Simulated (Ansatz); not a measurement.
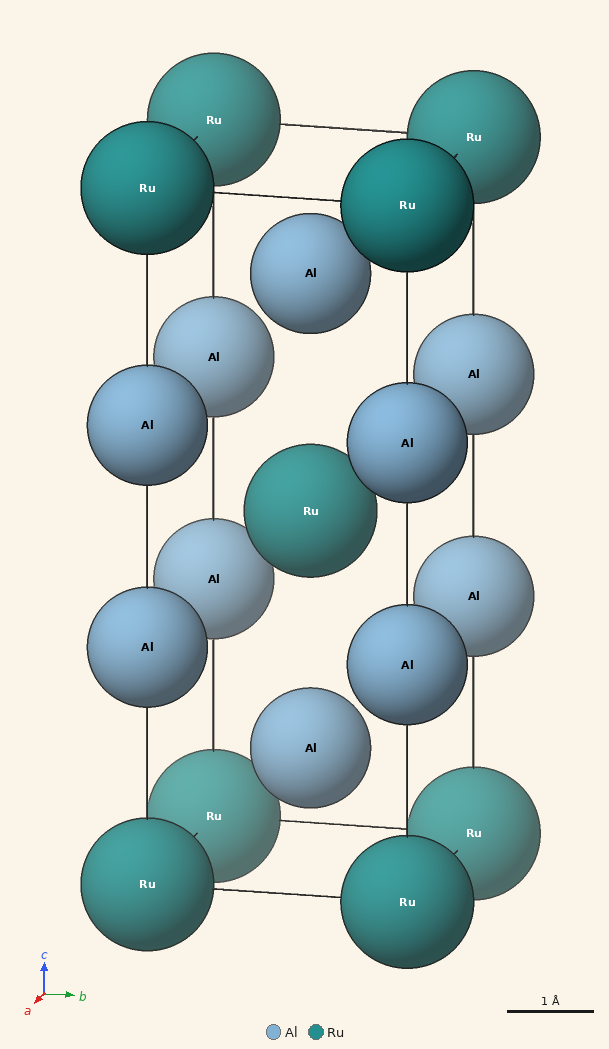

An orthographic spheres-only view of the structure, slightly off an axis. One conventional unit cell is framed, with atoms on its boundary repeated. Cell: a = 3.15 Å, b = 3.15 Å, c = 8.47 Å, α = 90.00°, β = 90.00°, γ = 90.00°.

It goes back to a structure listed in the Materials Project. Earlier steps of the study may have refined or changed the cell and positions. A calculation with Ansatz used it as input.

> Notes on the structure:

The structure is one of Al₂Ru. It is body-centred tetragonal, space group I4/mmm (No. 139). The cell has 6 atoms, namely 4 Al, 2 Ru.

The numbers come from Ansatz, DFT LDA, scalar-relativistic, plane waves, PAW, using 420 eV cutoff, k-points about 0.16 Å⁻¹ apart, Gaussian smearing of 0.1 eV, no spin polarisation.

> Classify it as metallic or gapped, with the value.

A metal: bands cross the Fermi level.

> What charge does Bader's analysis assign to each element?

Al +1.32 e; Ru -2.64 e.

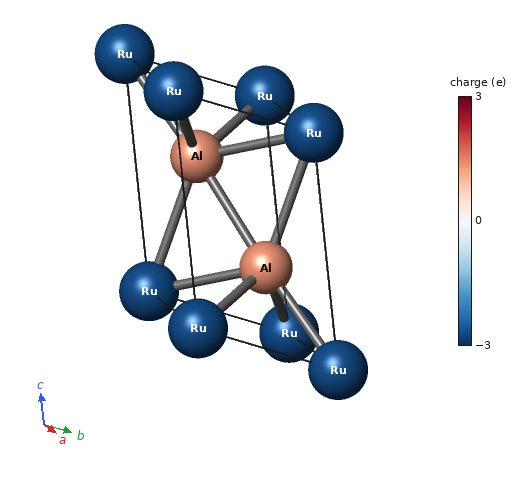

The atoms coloured by those charges. The run's cell of 3 atoms is drawn in a reduced setting, so axes and origin can differ from the first picture.

> Do the forces and the stress vanish for this geometry?

No. The largest force is 0.18 eV/Å, on Al. The pressure is -8.2 GPa, so the cell would contract.

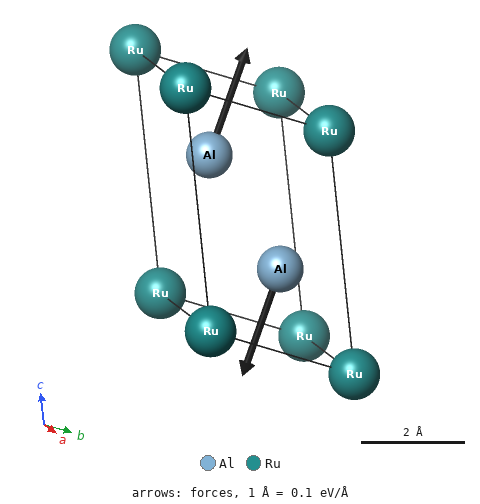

The forces as arrows. The run's cell of 3 atoms is drawn in a reduced setting, so axes and origin can differ from the first picture.
